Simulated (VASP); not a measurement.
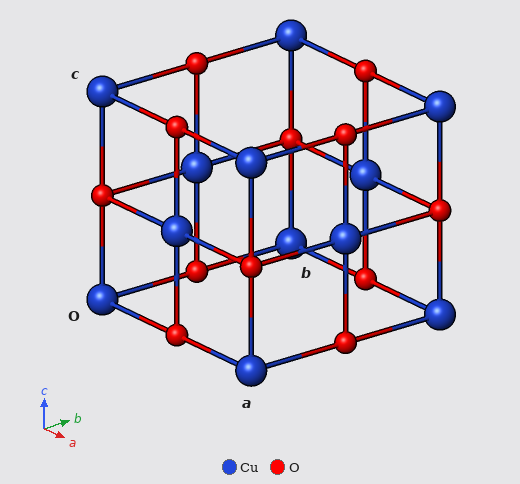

For CuO, a cell listed in the Materials Project, as set up for an electronic-structure calculation: one unit cell is drawn above. Symmetry computed with spglib at a tolerance of 0.002 Å; standard conventional cell.

```
Cu O
1.0
     4.16094    0.00000    0.00000
     0.00000    4.16094    0.00000
     0.00000    0.00000    3.88764
Cu O
3 3
Direct
  0.50000 0.00000 0.50000
  0.00000 0.50000 0.50000
  0.00000 0.00000 0.00000
  0.00000 0.00000 0.50000
  0.50000 0.00000 0.00000
  0.00000 0.50000 0.00000
```

Q: What is its point group?

A: 4/mmm (D4h), order 16, tetragonal system: one fourfold axis, four twofold axes, five mirror planes, an inversion centre.

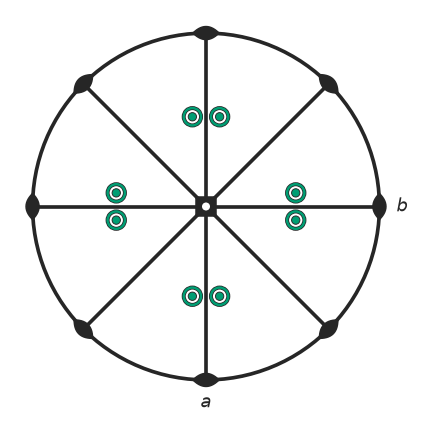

Stereographic projection: filled dots lie in the upper hemisphere, open rings in the lower; heavy lines are mirror planes (a heavy rim: a mirror in the plane of the page); lens, triangle, square and hexagon are 2-, 3-, 4- and 6-fold axes, a lens in an open square is −4, a triangle in an open hexagon −6; thin dashed diameters join the ends of axes that lie in the page; a small open circle marks inversion. The poles are one general form. The c axis points at the viewer.

Q: What does this class allow?

A: Class 4/mmm is centrosymmetric, so neither piezoelectric nor pyroelectric; it is not chiral. Its Laue class is 4/mmm.
